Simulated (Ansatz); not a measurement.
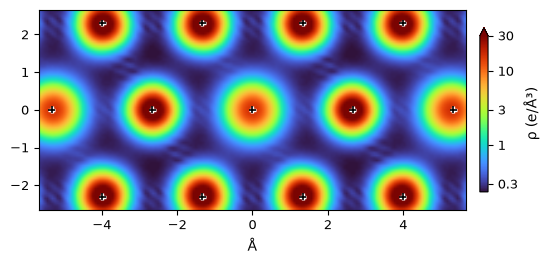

The valence pseudo-density on a plane through atoms (crosses mark nuclei in the plane).

These are results of DFT PBEsol, scalar-relativistic, plane waves, PAW (Ansatz 0.2.0), not measurements.

Candidates:
A. CoSi2, a = 5.31 Å, b = 5.31 Å, c = 5.31 Å, α = 90.00°, β = 90.00°, γ = 90.00°. Space group Fm-3m; computed without spin polarisation.
B. CoSn, a = 5.32 Å, b = 5.32 Å, c = 4.25 Å, α = 90.00°, β = 90.00°, γ = 120.00°. Space group P6/mmm; a structure from a database of computed crystals, not necessarily the ambient phase; changed on purpose from its base cell (volume × 1.06, shape and atoms relaxed); computed pressure about −7 GPa in this cell; computed without spin polarisation.

Which system is this?

Answer. Candidate B: CoSn on the (001) plane of the conventional cell, which holds Co and Sn. Co–Co (2.66 Å): ρ is about 0.3 e/Å³ halfway.
